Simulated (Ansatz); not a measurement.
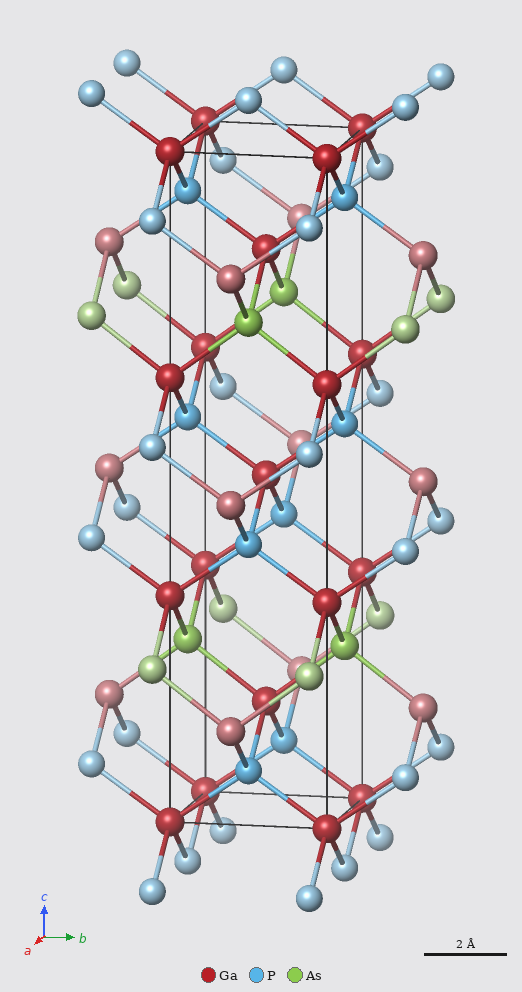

Shown here is a ball-and-stick view of the crystal, taken slightly off an axis. The wireframe shows the conventional unit cell. Periodic images bonded to atoms of the box are shown as well, in fainter colours.

Ga₃AsP₂, space group I-4m2 (No. 119), a = 3.95 Å, b = 3.95 Å, c = 16.77 Å, α = 90.00°, β = 90.00°, γ = 90.00°.

Run with Ansatz, DFT r2SCAN, scalar-relativistic, plane waves, PAW and these settings: a basis cut at 500 eV, k-points about 0.23 Å⁻¹ apart, Gaussian smearing of 0.02 eV, no spin polarisation.

Question: Is the electronic structure metallic or gapped?

Answer: A semiconductor at this level, with a gap of 1.54 eV, direct.

Question: What is the pressure at this volume?

Answer: The computed pressure is -2.6 GPa (stretched: it would shrink).

The structure was taken from a structure type filled with these elements by a generator (whether the compound takes this form wasn't checked). Earlier steps of the study, as a rule a relaxation of our own, may have changed the cell and positions, so they can lie some per cent off the listed ones. An electronic-structure calculation with Ansatz was run on it.
